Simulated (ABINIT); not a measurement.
## PbSe: phonon calculation (part 2 of 2)

Continued. System: PbSe (2 atoms in the cell). Method: Kohn-Sham DFT of a periodic cell, LDA, PseudoDojo NC SR LDA v0.4.1 standard, no spin polarisation (ABINIT 10.8.3); cutoff 1061.24 eV, 4×4×4 k-mesh, fermi-dirac of 0.05 eV. The structure derives from an entry of the Crystallography Open Database.

Geometry of the input (Å; fractional positions):
```
0.0000  3.0606  3.0606
3.0606  0.0000  3.0606
3.0606  3.0606  0.0000
Pb 0.0000  0.0000  0.0000
Se 0.5000  0.5000  0.5000
```

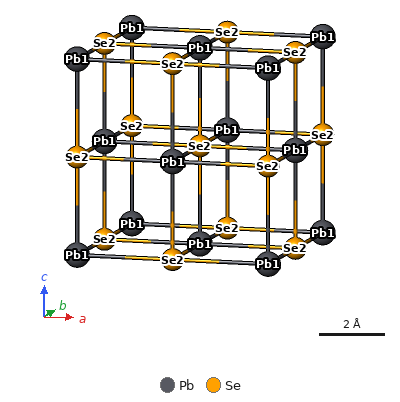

**Figure 1.** The structure as given in the input (ball-and-stick view of the cell 4 times as large as that of the calculation, set on its symmetry axes, seen slightly off an axis; atoms are numbered from 1 in the order of the input).

### The program's output, continued
```
--- !EnergyTerms
iteration_state     : {dtset: 1, }
comment             : Components of total free energy in Hartree
kinetic             :  1.12753347097748E+02
hartree             :  4.99697413623419E+01
xc                  : -4.35929730755954E+01
Ewald energy        : -1.10678200338567E+02
psp_core            :  5.62214577769030E+00
local_psp           : -1.40392430728980E+02
non_local_psp       : -6.51628694323277E+01
internal            : -1.91481239337690E+02
'-kT*entropy'       : -7.87090610063250E-09
total_energy        : -1.91481239345561E+02
total_energy_eV     : -5.21046996269118E+03
band_energy         : -2.11464463040874E+01
...

 Cartesian components of stress tensor (hartree/bohr^3)
  sigma(1 1)=  8.35247842E-05  sigma(3 2)=  0.00000000E+00
  sigma(2 2)=  8.35247842E-05  sigma(3 1)=  0.00000000E+00
  sigma(3 3)=  8.35247842E-05  sigma(2 1)=  0.00000000E+00

-Cartesian components of stress tensor (GPa)         [Pressure= -2.4574E+00 GPa]
- sigma(1 1)=  2.45738399E+00  sigma(3 2)=  0.00000000E+00
- sigma(2 2)=  2.45738399E+00  sigma(3 1)=  0.00000000E+00
- sigma(3 3)=  2.45738399E+00  sigma(2 1)=  0.00000000E+00

================================================================================
== DATASET  2 ==================================================================

--- !DatasetInfo
iteration_state: {dtset: 2, }
dimensions: {natom: 2, nkpt: 128, mband: 23, nsppol: 1, nspinor: 1, nspden: 1, mpw: 4521, }
cutoff_energies: {ecut:  39.0, pawecutdg:  -1.0, }
electrons: {nelect:   3.00000000E+01, charge:   0.00000000E+00, occopt:   3.00000000E+00, tsmear:   1.83746611E-03, }
meta: {optdriver: 1, rfphon: 1, }
...

 mkfilename : getwfk/=0, take file _WFK from output of DATASET   1.

 Exchange-correlation functional for the present dataset will be:
  LDA: Perdew-Wang 92 LSD fit to Ceperley-Alder data - ixc=7
  J.P.Perdew and Y.Wang, PRB 45, 13244 (1992)

 Real(R)+Recip(G) space primitive vectors, cartesian coordinates (Bohr,Bohr^-1):
 R(1)=  0.0000000  5.7837903  5.7837903  G(1)= -0.0864485  0.0864485  0.0864485
 R(2)=  5.7837903  0.0000000  5.7837903  G(2)=  0.0864485 -0.0864485  0.0864485
 R(3)=  5.7837903  5.7837903  0.0000000  G(3)=  0.0864485  0.0864485 -0.0864485
 Unit cell volume ucvol=  3.8696136E+02 bohr^3
 Angles (23,13,12)=  6.00000000E+01  6.00000000E+01  6.00000000E+01 degrees
 setup1 : take into account q-point for computing boxcut.

 getcut: wavevector=  0.0000  0.0000  0.0000  ngfft=  48  48  48
         ecut(hartree)=     39.000   => boxcut(ratio)=   2.08745
--------------------------------------------------------------------------------

 ==>  initialize data related to q vector <==

 The list of irreducible perturbations for this q vector is:
    1)    idir= 1    ipert=   1
    2)    idir= 1    ipert=   2

================================================================================

 The perturbation idir=   2  ipert=   1 is
 symmetric of a previously calculated perturbation.
 So, its SCF calculation is not needed.

 The perturbation idir=   3  ipert=   1 is
 symmetric of a previously calculated perturbation.
 So, its SCF calculation is not needed.

 The perturbation idir=   2  ipert=   2 is
 symmetric of a previously calculated perturbation.
 So, its SCF calculation is not needed.

 The perturbation idir=   3  ipert=   2 is
 symmetric of a previously calculated perturbation.
 So, its SCF calculation is not needed.

--------------------------------------------------------------------------------
 Perturbation wavevector (in red.coord.)   0.000000  0.000000  0.000000
 Perturbation : displacement of atom   1   along direction   1
 Found     4 symmetries that leave the perturbation invariant.
 symkpt : the number of k-points, thanks to the symmetries,
 is reduced to    40 .

--------------------------------------------------------------------------------

--------------------------------------------------------------------------------

 dfpt_looppert : total number of electrons, from k and k+q
  fully or partially occupied states are    3.000000E+01 and    3.000000E+01.
 Initialisation of the first-order wave-functions :
  ireadwf=   0

--- !BeginCycle
iteration_state: {dtset: 2, }
solver: {iscf: 7, nstep: 80, nline: 4, wfoptalg: 0, }
tolerances: {tolvrs: 1.00E-10, }
...

     iter   2DEtotal(Ha)        deltaE(Ha) residm    vres2
-ETOT  1   3.0112867718323     -1.262E+04 1.887E+01 5.596E+02
 ETOT  2  0.32528138693635     -2.686E+00 9.165E-02 2.497E+02
 ETOT  3  0.25903676493147     -6.624E-02 4.959E-03 2.351E+00
 ETOT  4  0.25857719485214     -4.596E-04 5.191E-04 8.833E-01
 ETOT  5  0.25841510111934     -1.621E-04 3.884E-05 1.942E-03
 ETOT  6  0.25841467088105     -4.302E-07 6.831E-06 3.438E-04
 ETOT  7  0.25841457251011     -9.837E-08 7.604E-07 4.391E-06
 ETOT  8  0.25841457117133     -1.339E-09 1.583E-07 8.561E-09
 ETOT  9  0.25841457112767     -4.366E-11 1.895E-08 1.987E-10
 ETOT 10  0.25841457115132      2.365E-11 4.180E-09 8.529E-12

 At SCF step   10       vres2   =  8.53E-12 < tolvrs=  1.00E-10 =>converged.
================================================================================

 ----iterations are completed or convergence reached----

 Mean square residual over all n,k,spin=   11.190E-12; max=  41.805E-10

 2DEtotal=    0.2584145712E+00 Ha. Also 2DEtotal=    0.703181870719E+01 eV
    (2DErelax=   -1.2620920613E+04 Ha. 2DEnonrelax=    1.2621179028E+04 Ha)
    (  non-var. 2DEtotal :    2.5841404959E-01 Ha)

--------------------------------------------------------------------------------
 Perturbation wavevector (in red.coord.)   0.000000  0.000000  0.000000
 Perturbation : displacement of atom   2   along direction   1
 Found     4 symmetries that leave the perturbation invariant.
 symkpt : the number of k-points, thanks to the symmetries,
 is reduced to    40 .

--------------------------------------------------------------------------------

--------------------------------------------------------------------------------

 dfpt_looppert : total number of electrons, from k and k+q
  fully or partially occupied states are    3.000000E+01 and    3.000000E+01.
 Initialisation of the first-order wave-functions :
  ireadwf=   0

--- !BeginCycle
iteration_state: {dtset: 2, }
solver: {iscf: 7, nstep: 80, nline: 4, wfoptalg: 0, }
tolerances: {tolvrs: 1.00E-10, }
...

     iter   2DEtotal(Ha)        deltaE(Ha) residm    vres2
-ETOT  1   9.4974690226147     -6.403E+04 8.602E+01 6.761E+02
 ETOT  2  0.28929222226657     -9.208E+00 3.704E-01 8.781E+01
 ETOT  3  0.26309500233697     -2.620E-02 3.943E-02 1.303E+01
 ETOT  4  0.25891744723708     -4.178E-03 9.422E-04 9.019E-02
 ETOT  5  0.25888309008519     -3.436E-05 2.371E-04 2.916E-02
 ETOT  6  0.25887177097252     -1.132E-05 1.759E-05 2.429E-03
 ETOT  7  0.25887135773451     -4.132E-07 3.990E-06 1.295E-05
 ETOT  8  0.25887135518064     -2.554E-09 4.865E-07 4.501E-07
 ETOT  9  0.25887135483867     -3.420E-10 8.979E-08 6.485E-09
 ETOT 10  0.25887135495509      1.164E-10 1.616E-08 2.586E-11

 At SCF step   10       vres2   =  2.59E-11 < tolvrs=  1.00E-10 =>converged.
================================================================================

 ----iterations are completed or convergence reached----

 Mean square residual over all n,k,spin=   48.269E-12; max=  16.164E-09

 2DEtotal=    0.2588713550E+00 Ha. Also 2DEtotal=    0.704424842770E+01 eV
    (2DErelax=   -6.4035215143E+04 Ha. 2DEnonrelax=    6.4035474014E+04 Ha)
    (  non-var. 2DEtotal :    2.5886722597E-01 Ha)

================================================================================

 ---- first-order wavefunction calculations are completed ----

 ==> Compute Derivative Database <==

  Dynamical matrix, in cartesian coordinates,
   if specified in the inputs, asr has been imposed
     j1       j2             matrix element
  dir pert dir pert     real part    imaginary part

   1    1   1    1         0.0038626088         0.0000000000
   1    1   1    2        -0.0038626088         0.0000000000

   2    1   2    1         0.0038626088         0.0000000000
   2    1   2    2        -0.0038626088         0.0000000000

   3    1   3    1         0.0038626088         0.0000000000
   3    1   3    2        -0.0038626088         0.0000000000

   1    2   1    1        -0.0038626501         0.0000000000
   1    2   1    2         0.0038626501         0.0000000000

   2    2   2    1        -0.0038626501         0.0000000000
   2    2   2    2         0.0038626501         0.0000000000

   3    2   3    1        -0.0038626501         0.0000000000
   3    2   3    2         0.0038626501         0.0000000000

  Phonon wavevector (reduced coordinates) :  0.00000  0.00000  0.00000
 Phonon energies in Hartree :
   0.000000E+00  0.000000E+00  0.000000E+00  1.925165E-04  1.925165E-04
   1.925165E-04
 Phonon frequencies in cm-1    :
   0.000000E+00  0.000000E+00  0.000000E+00  4.225249E+01  4.225249E+01
   4.225249E+01

== END DATASET(S) ==============================================================
================================================================================

 -outvars: echo values of variables after computation  --------
            acell      1.0000000000E+00  1.0000000000E+00  1.0000000000E+00 Bohr
           etotal1    -1.9148123935E+02
           etotal2     2.5887135496E-01
            fcart1    -0.0000000000E+00 -0.0000000000E+00 -0.0000000000E+00
                      -0.0000000000E+00 -0.0000000000E+00 -0.0000000000E+00
            fcart2     0.0000000000E+00  0.0000000000E+00  0.0000000000E+00
                       0.0000000000E+00  0.0000000000E+00  0.0000000000E+00
            rprim      0.0000000000E+00  5.7837902633E+00  5.7837902633E+00
                       5.7837902633E+00  0.0000000000E+00  5.7837902633E+00
                       5.7837902633E+00  5.7837902633E+00  0.0000000000E+00
           strten1     8.3524784202E-05  8.3524784202E-05  8.3524784202E-05
                       0.0000000000E+00  0.0000000000E+00  0.0000000000E+00
           strten2     0.0000000000E+00  0.0000000000E+00  0.0000000000E+00
                       0.0000000000E+00  0.0000000000E+00  0.0000000000E+00
           xangst      0.0000000000E+00  0.0000000000E+00  0.0000000000E+00
                       3.0606499979E+00  3.0606499979E+00  3.0606499979E+00
             xred      0.0000000000E+00  0.0000000000E+00  0.0000000000E+00
                       5.0000000000E-01  5.0000000000E-01  5.0000000000E-01
 Calculation completed.
```

### File anaddb.abo
```
.Version 10.8.3 of ANADDB
================================================================================

 -outvars_anaddb: echo values of input variables ----------------------

 Miscellaneous information :
       eivec         1
         asr         1
      chneut         0
 First list of wavevector (reduced coord.) :
       nph1l         1
       qph1l
                     0.00000000E+00  0.00000000E+00  0.00000000E+00    1.000E+00

================================================================================

 read the DDB information and perform some checks

  ==== Info on the Cryst% object ====
 Real(R)+Recip(G) space primitive vectors, cartesian coordinates (Bohr,Bohr^-1):
 R(1)=  0.0000000  5.7837903  5.7837903  G(1)= -0.0864485  0.0864485  0.0864485
 R(2)=  5.7837903  0.0000000  5.7837903  G(2)=  0.0864485 -0.0864485  0.0864485
 R(3)=  5.7837903  5.7837903  0.0000000  G(3)=  0.0864485  0.0864485 -0.0864485
 Unit cell volume ucvol=  3.8696136E+02 bohr^3
 Angles (23,13,12)=  6.00000000E+01  6.00000000E+01  6.00000000E+01 degrees
 Time-reversal symmetry is present
 Reduced atomic positions [iatom, xred, symbol]:
    1)    0.0000000  0.0000000  0.0000000  Pb
    2)    0.5000000  0.5000000  0.5000000  Se

 DDB file with 3 blocks has been read.

================================================================================

 Treat the first list of vectors

  Phonon wavevector (reduced coordinates) :  0.00000  0.00000  0.00000
 Phonon energies in Hartree :
   0.000000E+00  0.000000E+00  0.000000E+00  1.925165E-04  1.925165E-04
   1.925165E-04
 Phonon frequencies in cm-1    :
   0.000000E+00  0.000000E+00  0.000000E+00  4.225249E+01  4.225249E+01
   4.225249E+01

 Eigendisplacements
 (will be given, for each mode : in cartesian coordinates
   for each atom the real part of the displacement vector,
   then the imaginary part of the displacement vector - absolute values smaller than 1.0d-7 are set to zero)
  Mode number    1   Energy    0.000000E+00
 Attention : low frequency mode.
   (Could be unstable or acoustic mode)
   1  0.00000000E+00  0.00000000E+00 -1.38457385E-03
      0.00000000E+00  0.00000000E+00  0.00000000E+00
   2  0.00000000E+00  0.00000000E+00 -1.38456645E-03
      0.00000000E+00  0.00000000E+00  0.00000000E+00
  Mode number    2   Energy    0.000000E+00
 Attention : low frequency mode.
   (Could be unstable or acoustic mode)
   1  0.00000000E+00  1.38457385E-03  0.00000000E+00
      0.00000000E+00  0.00000000E+00  0.00000000E+00
   2  0.00000000E+00  1.38456645E-03  0.00000000E+00
      0.00000000E+00  0.00000000E+00  0.00000000E+00
  Mode number    3   Energy    0.000000E+00
 Attention : low frequency mode.
   (Could be unstable or acoustic mode)
   1  1.38457385E-03  0.00000000E+00  0.00000000E+00
      0.00000000E+00  0.00000000E+00  0.00000000E+00
   2  1.38456645E-03  0.00000000E+00  0.00000000E+00
      0.00000000E+00  0.00000000E+00  0.00000000E+00
  Mode number    4   Energy    1.925165E-04
   1  0.00000000E+00  0.00000000E+00 -8.54717308E-04
      0.00000000E+00  0.00000000E+00  0.00000000E+00
   2  0.00000000E+00  0.00000000E+00  2.24288720E-03
      0.00000000E+00  0.00000000E+00  0.00000000E+00
  Mode number    5   Energy    1.925165E-04
   1  0.00000000E+00  8.54717308E-04  0.00000000E+00
      0.00000000E+00  0.00000000E+00  0.00000000E+00
   2  0.00000000E+00 -2.24288720E-03  0.00000000E+00
      0.00000000E+00  0.00000000E+00  0.00000000E+00
  Mode number    6   Energy    1.925165E-04
   1  8.54717308E-04  0.00000000E+00  0.00000000E+00
      0.00000000E+00  0.00000000E+00  0.00000000E+00
   2 -2.24288720E-03  0.00000000E+00  0.00000000E+00
      0.00000000E+00  0.00000000E+00  0.00000000E+00

 Analysis of degeneracies and characters (maximum tolerance=1.00E-06 a.u.)
 For each vibration mode, or group of modes if degenerate,
 the characters are given for each symmetry operation (see the list in the log file).
 Symmetry characters of vibration mode #   1
       degenerate with vibration modes #   2 to    3
  3.0 -3.0 -1.0  1.0 -1.0  1.0 -1.0  1.0  1.0 -1.0 -1.0  1.0  1.0 -1.0 -1.0  1.0
 -0.0  0.0 -0.0  0.0  0.0 -0.0 -0.0  0.0  1.0 -1.0 -1.0  1.0 -1.0  1.0  1.0 -1.0
 -0.0  0.0  0.0 -0.0  0.0 -0.0 -0.0  0.0  1.0 -1.0  1.0 -1.0 -1.0  1.0 -1.0  1.0
 Symmetry characters of vibration mode #   4
       degenerate with vibration modes #   5 to    6
  3.0 -3.0 -1.0  1.0 -1.0  1.0 -1.0  1.0  1.0 -1.0 -1.0  1.0  1.0 -1.0 -1.0  1.0
 -0.0  0.0 -0.0  0.0 -0.0  0.0  0.0 -0.0  1.0 -1.0 -1.0  1.0 -1.0  1.0  1.0 -1.0
 -0.0  0.0 -0.0  0.0  0.0 -0.0  0.0 -0.0  1.0 -1.0  1.0 -1.0 -1.0  1.0 -1.0  1.0

================================================================================

 anaddb : the run completed successfully.
```

### Summary

| quantity | value |
| --- | --- |
| outcome | converged |
| space group (tolerance 0.01 Å) | Fm-3m (225) |
| electrons treated | 30 |
| free energy | −5210.4700 eV |
| Fermi energy | 4.298 eV |
| gap on the k-point mesh | 1.36 eV |
| pressure | −2.46 GPa |
| largest force (length of the vector) | under 0.001 eV/Å |
| wall time | 80 s (CPU time 5.3 min) |
| peak memory | 0.56 GiB |

### Notes

Points of doubt noted for this run: k mesh coarse for metal response. Spin–orbit coupling is left out, which matters for Pb.
